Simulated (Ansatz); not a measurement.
A series of calculations on Mo

### Scan

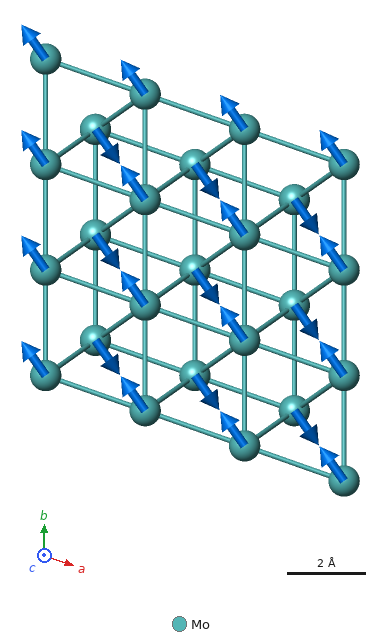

Solid Mo (Im-3m): a normal mode of wave vector (0, 0, 1/2) of the primitive cell, folded into a doubled cell, is frozen in with the cell fixed, the amplitude being the largest displacement of an atom. The picture shows the reference cell. The blue arrows give the direction of positive displacement. The picture is a ball-and-stick view of the cell of the calculation, repeated 3 × 3 × 2 with one cell outlined, seen along the c axis.

These are results of DFT PBE, scalar-relativistic, plane waves, PAW (Ansatz), not measurements. Set-up: plane-wave cutoff 420 eV; k-point mesh 24 × 24 × 14; occupations gaussian; smearing width 0.15 eV; no spin polarisation. Energies (free energies at the smearing named) are counted from the relaxed crystal.

```xyz
2
Lattice="-1.5802 1.5802 1.5802 1.5802 -1.5802 1.5802 3.1604 3.1604 0.0000" Properties=species:S:1:pos:R:3 pbc="T T T"
Mo    0.0000    0.0000    0.0000
Mo    1.5802    1.5802    1.5802
```

What energies does the calculation give (the amplitude: −0.3000, −0.2250, −0.1500, −0.0750, 0.0000, 0.0375, 0.0750, 0.1125, 0.1500, 0.1875, 0.2250, 0.2625, 0.3000 Å)?

Answer.
| largest displacement (Å) | ΔE (meV/cell) |
| --- | --- |
| −0.3000 | 730 |
| −0.2250 | 508 |
| −0.1500 | 262 |
| −0.0750 | 71 |
| 0.0000 | 0 |
| 0.0375 | 18 |
| 0.0750 | 71 |
| 0.1125 | 155 |
| 0.1500 | 262 |
| 0.1875 | 384 |
| 0.2250 | 508 |
| 0.2625 | 625 |
| 0.3000 | 730 |

Points that are alike by symmetry were computed once.

The harmonic wavenumber of the mode is 192 cm⁻¹, a stable vibration. The lowest computed point lies at the amplitude 0.00 Å (0 meV/cell). At the ends of the scan the energy is 730 meV/cell (−0.30 Å) and 730 meV/cell (0.30 Å). The well is symmetric. The distortion takes the space group from Im-3m to Cmcm.

The computed profile (hollow markers are points alike by symmetry):

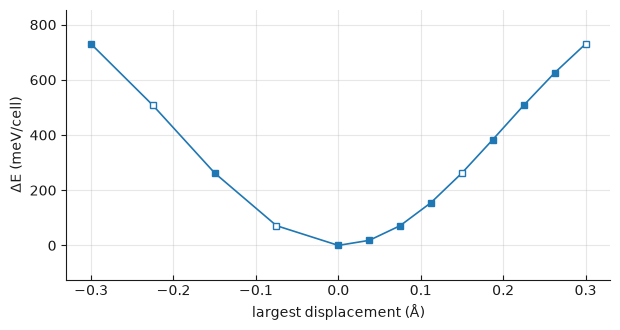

### Energy map

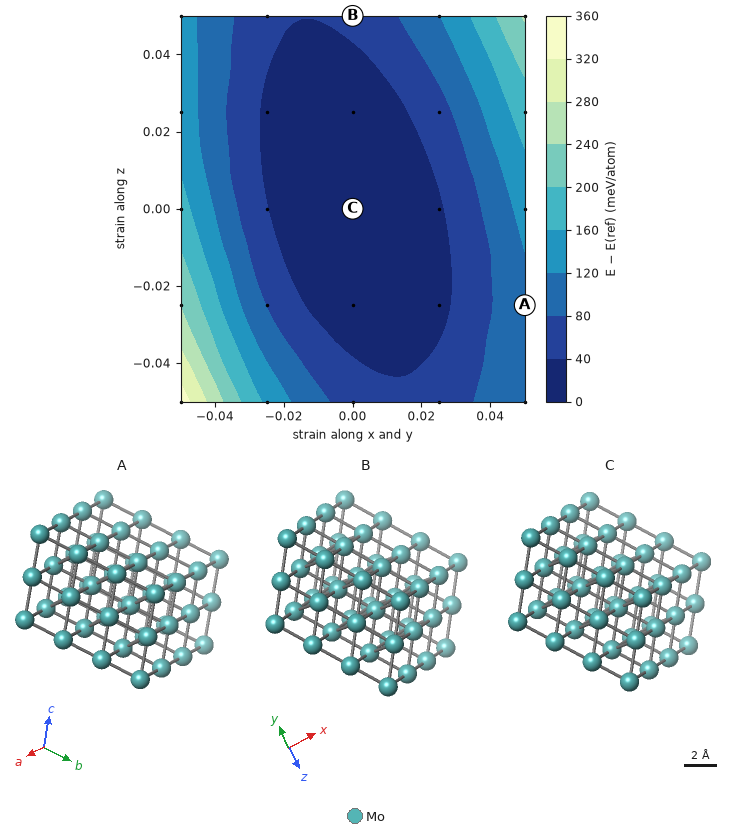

A scan of a crystal of Mo (Im-3m): the cell is strained equally along x and y and separately along z, with the atoms kept at their fractional coordinates. x, y and z are the Cartesian axes of the input. The map is interpolated between the computed points (dots). The lettered frames are marked on it. Style: ball-and-stick. Shown: the cell of the calculation, repeated 3 × 3 × 2 with one cell outlined, slightly off an axis.

The calculation used DFT PBE, scalar-relativistic, plane waves, PAW (Ansatz). Set-up: plane-wave cutoff 420 eV; k-point mesh 26 × 26 × 26; occupations gaussian; smearing width 0.15 eV; no spin polarisation. Energies (free energies at the smearing named) are counted from the relaxed crystal.

Where is the lowest point of the map, and what else does it tell?

In pairs of (strain along x and y; strain along z): the lowest computed point lies at (0.000, 0.000) (0 meV/atom), the highest at (−0.050, −0.050) (340 meV/atom). The valley is tilted: raising the in-plane strain is made harder by raising the strain along z (cross term 0.42 of the geometric mean of the two curvatures). Over the ranges scanned the energy rises more along the first axis, the in-plane strain. The pressure runs from −27.7 GPa at (0.050, 0.050) to 55.0 GPa at (−0.050, −0.050). The frames lie at A (0.050, −0.025): 113 meV/atom, B (0.000, 0.050): 51 meV/atom, C (0.000, 0.000): 0 meV/atom.

### Softest mode

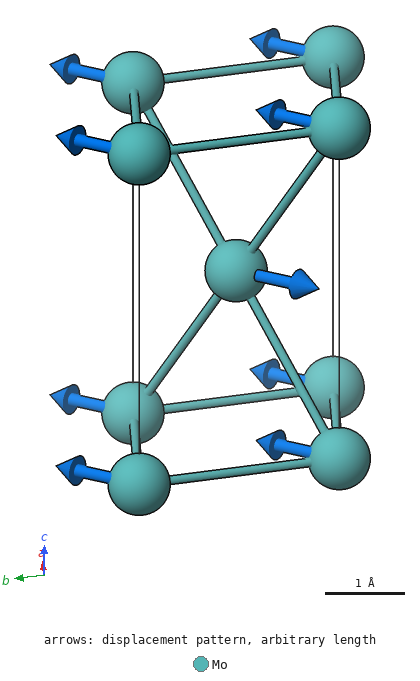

The lowest mode of a crystal of Mo, space group Im-3m (No. 229), at the zone centre of a doubled cell. The blue arrows give the relative displacements of the atoms. A ball-and-stick model of the cell of the calculation, seen from a free direction.

The calculation used Ansatz 0.2.0, DFT PBE, scalar-relativistic, plane waves, PAW.

Input file:
```yaml
crystal:
  lattice:
    - [-1.5802194352, 1.5802194352, 1.5802194352]
    - [1.5802194352, -1.5802194352, 1.5802194352]
    - [3.1604388703, 3.1604388703, 0.0]
  atoms:
    - { symbol: Mo, position: [0.0, 0.0, 0.0] }
    - { symbol: Mo, position: [0.5, 0.5, 0.5] }
basis:
  ecutwfc: 420
kpoints:
  mp_grid: { grid: [24, 24, 14] }
hamiltonian:
  xc: pbe
scf:
  occupations: { method: gaussian, width: 0.15 }
output:
  eigenvalues: true
phonons:
  method: fd
  supercell: [1, 1, 1]
  amplitude: 0.02
  eigenvectors: true
  dielectric: false
```

Launched with:
```bash
ansatz run input.yaml --threads 2 --pin off --max-ram 5120MiB --backend cpu --events-out ev --progress --plain --runs-dir out
```

### Is the structure stable against all modes at this point?

Yes: this softest mode has a real frequency, and so have all others here. That speaks for this wave vector alone: the rest of the zone wasn't checked in this run. This is a non-degenerate mode at 133 cm⁻¹, the lowest level (the three translations aside). All motion is along [1 1 0] of the drawn cell; atoms of one kind move against one another, with no net shift of their sublattice. It changes sign from one half of the doubled cell to the other: it belongs to the zone boundary, q = (0, 0, 1/2) in the reciprocal vectors of the undoubled cell.
